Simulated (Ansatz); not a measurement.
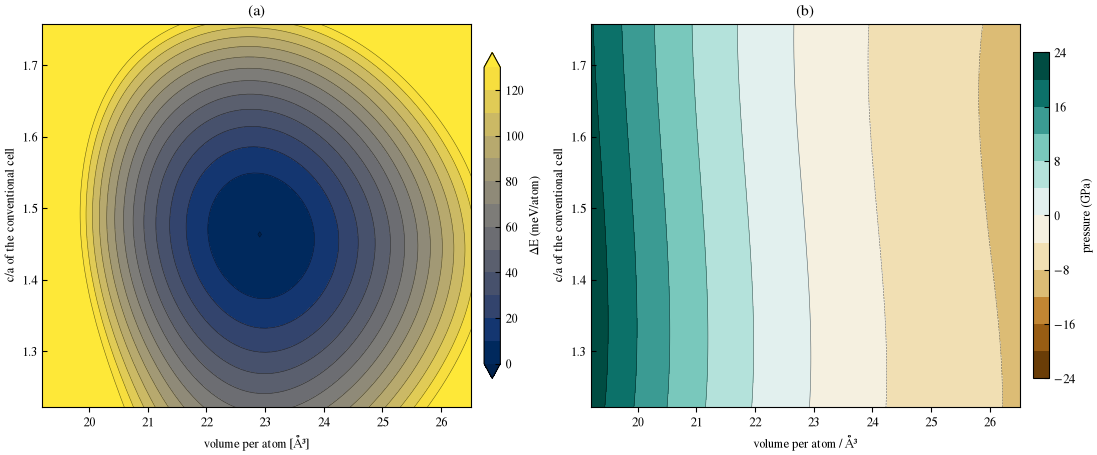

SnSe2 (P-3m1, No. 164; 3 atoms in the cell). The energy is mapped over volume and the cell's shape. First axis: volume per atom. Second axis: c/a of the conventional cell. Nothing is relaxed (fractional coordinates fixed). Grid: 5 × 5 points. Points are written as (first, second). All energies are given in meV/atom relative to the lowest grid point. Computed with DFT LDA+D3(BJ), scalar-relativistic, plane waves, PAW (Ansatz 0.2.0). Settings: cutoff 420 eV, k-mesh 15×15×8 in the order of the run's cell vectors, gaussian smearing 0.15 eV, no spin polarisation.

Panel (a) is the energy and panel (b) the computed pressure on the same grid.

The picture shows filled contours, one colour for all values above the top of the scale. Between grid points the surface is interpolated.

Q: How does the pressure vary over the map, and what is it at the lowest grid point?

A: It runs from −9.0 GPa at (26.51 Å³, 1.605) to 22.7 GPa at (19.20 Å³, 1.338). At the lowest grid point, (22.86 Å³, 1.466), it is 0.0 GPa. The pressure is minus the slope of the energy with volume, so it vanishes at the true minimum, which need not be a grid point.

| c/a of the conventional cell ↓, volume per atom → | 19.20 | 21.03 | 22.86 | 24.69 | 26.51 |
| --- | --- | --- | --- | --- | --- |
| 1.758 | 20.4 | 7.4 | −0.7 | −5.8 | −8.9 |
| 1.605 | 21.3 | 7.9 | −0.5 | −5.8 | −9.0 |
| 1.466 | 22.2 | 8.6 | 0.0 | −5.4 | −8.8 |
| 1.338 | 22.7 | 9.0 | 0.3 | −5.2 | −8.6 |
| 1.222 | 22.1 | 8.7 | 0.3 | −5.1 | −8.4 |
